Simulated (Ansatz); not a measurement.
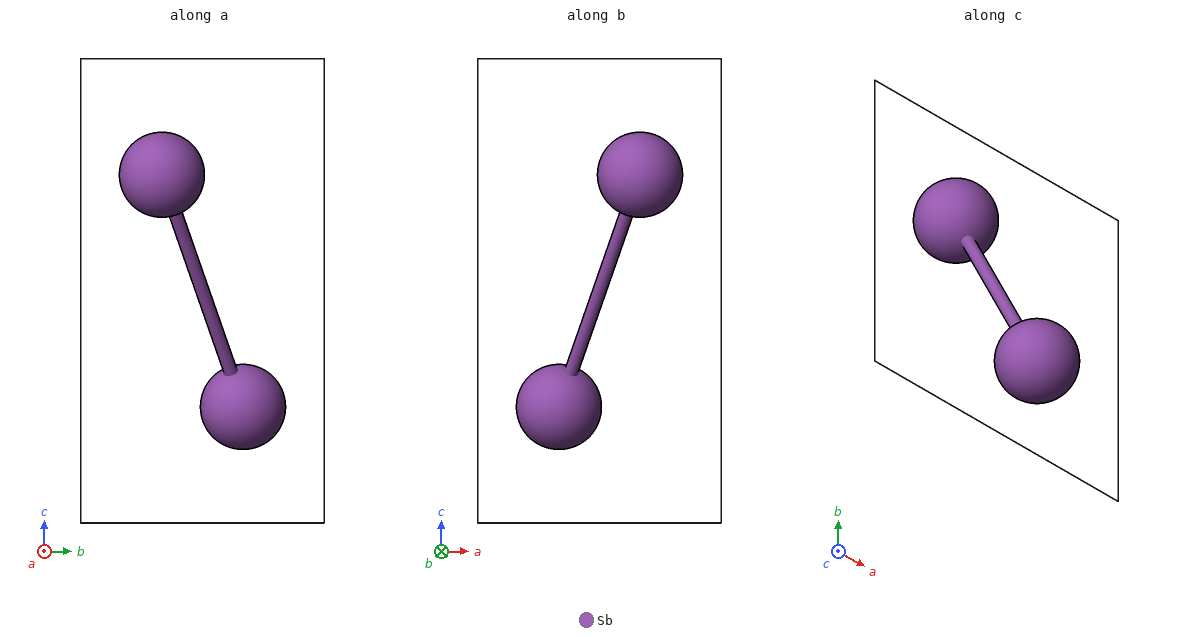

Figure: ball-and-stick view along the a axis, along the b axis and along the c axis. Thin lines show the conventional unit cell, with boundary atoms drawn in all their periodic places.

Lattice parameters: a = 3.2054 Å, b = 3.2054 Å, c = 5.2996 Å, α = 90.000°, β = 90.000°, γ = 120.000°.

Question: Express the structure as a CIF in P1 with every atom of the cell.

Answer:
```cif
data_structure
_symmetry_space_group_name_H-M 'P 1'
_symmetry_Int_Tables_number 1
_cell_length_a 3.2054
_cell_length_b 3.2054
_cell_length_c 5.2996
_cell_angle_alpha 90.000
_cell_angle_beta 90.000
_cell_angle_gamma 120.000
_cell_volume 47.16
loop_
_atom_site_label
_atom_site_type_symbol
_atom_site_fract_x
_atom_site_fract_y
_atom_site_fract_z
_atom_site_occupancy
Sb1 Sb 0.3333 0.6667 0.2500 1
Sb2 Sb 0.6667 0.3333 0.7500 1
```

The model was built from a structure type filled with this element by a generator (whether the element takes this form wasn't checked). Earlier steps of the study may have refined or changed the cell and positions. A calculation with Ansatz used it as input.

At this level of theory the cell isn't at rest (compressed, at 7 GPa), so its distances can differ from those at equilibrium, the more so the softer the solid.
